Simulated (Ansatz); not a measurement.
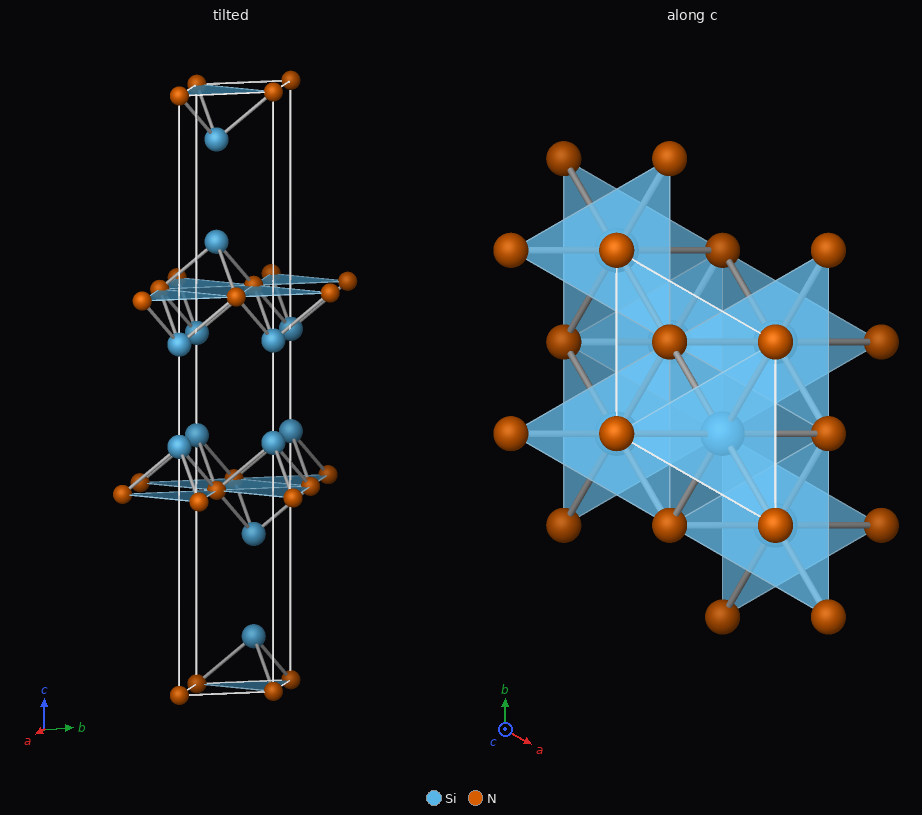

Structure drawing (polyhedral), viewed slightly off an axis and along the c axis. One conventional unit cell is framed, with atoms on its boundary repeated. A few atoms beyond the faces are included. Cell: a = 2.72 Å, b = 2.72 Å, c = 16.41 Å, α = 90.00°, β = 90.00°, γ = 120.00°.

Starting structure: a structure type filled with these elements by a generator (whether the compound takes this form wasn't checked). Earlier steps of the study may have refined or changed the cell and positions. A calculation with Ansatz used it as input.

Explain the picture.

Formula: Si2N. Space group R-3m (No. 166), lattice rhombohedral (trigonal R). One cell contains 6 Si, 3 N, 9 atoms in all. Within bonding distance, the neighbour counts come to Si 3 and N 6.

Theory: DFT PBE, scalar-relativistic, plane waves, PAW in Ansatz 0.2.0. Numerical settings: plane waves to 420 eV, k-points about 0.15 Å⁻¹ apart, Gaussian smearing of 0.1 eV, no spin polarisation.

Metal or not?

A metal: bands cross the Fermi level.

How are the electrons shared out in a Bader analysis?

Si +1.10 e; N -2.21 e.

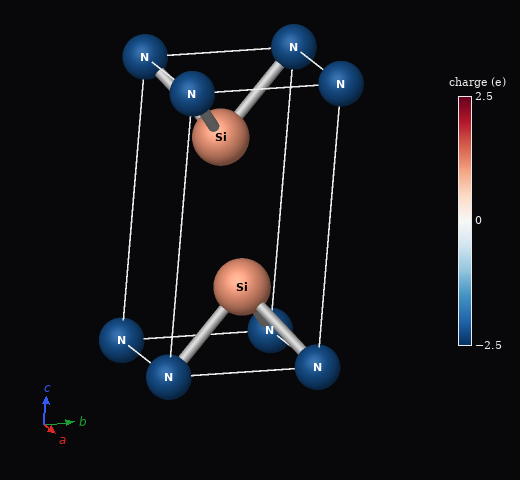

The atoms coloured by those charges. The run's cell of 3 atoms is drawn in a reduced setting, so axes and origin can differ from the first picture.

Do the forces and the stress vanish for this geometry?

Yes. All forces vanish to within 0.01 eV/Å. The pressure is 0.0 GPa, close to zero.
